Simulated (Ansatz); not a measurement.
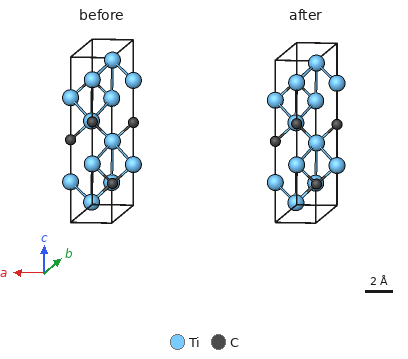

The structure of a crystal of Ti2C (set up in R-3m) before (left) and after (right) a relaxation, at one scale.

The picture is a ball-and-stick view of the conventional cell (3 times the calculation's cell), seen from a free direction. Lengths and directions refer to the drawn axes.

Case: relaxed functional: LDA.

Method: Ansatz, DFT LDA, scalar-relativistic, plane waves, PAW.

Input
```yaml
crystal:
  lattice:
    - [1.540698181, 0.8895225095, 4.8137698526]
    - [-1.540698181, 0.8895225095, 4.8137698526]
    - [0.0, -1.779045019, 4.8137698526]
  atoms:
    - { symbol: Ti, position: [0.24549783, 0.24549783, 0.24549783] }
    - { symbol: Ti, position: [0.75450217, 0.75450217, 0.75450217] }
    - { symbol: C, position: [0.5, 0.5, 0.5] }
basis:
  ecutwfc: 420
kpoints:
  mp_grid: { grid: [18, 18, 18] }
hamiltonian:
  xc: lda
scf:
  occupations: { method: gaussian, width: 0.1 }
output:
  forces: true
  stress: true
  eigenvalues: true
relax:
  adjacent_minimum: "off"
  f_tol: 0.01
  max_steps: 60
  cell: { stress_tol: 0.05 }
```

Command:
```bash
ansatz run input.yaml --threads 1 --pin off --max-ram 2560MiB --backend cpu --events-out ev --progress --plain --runs-dir out
```

Question: Summarise the run.

Answer: The largest moves relative to the cell, 0.011 Å, are those of Ti1 and Ti2. Ti1 goes along +c. C stays in place. Cell: a = b 3.081 → 3.027 Å (−1.8 %), c 14.441 → 14.165 Å (−1.9 %). Volume −5.3 %. Among the contacts that change: Ti1–Ti2 3.099 → 3.023 Å, Ti1–Ti1 3.081 → 3.027 Å, Ti1–Ti2 (another image) 2.889 → 2.853 Å, Ti1–C3 2.112 → 2.080 Å. The space group stays R-3m (No. 166). The energy falls by 19.9 meV per atom in 5 accepted moves (7 points after the start). The largest force component goes from 0.39 to 0.00011 eV/Å. Pressure: −9.30 GPa at the start and 0.00 GPa at the end. The SCF was repeated twice at an unchanged geometry on a basis and grid sized afresh for the cell, which shifted the energy by 0.7 meV per atom at most. Cost: 6 min on 1 thread of Intel(R) Xeon(R) Processor @ 2.50GHz (Skylake/Cascade Lake) (shared host), peak memory 0.67 GiB.
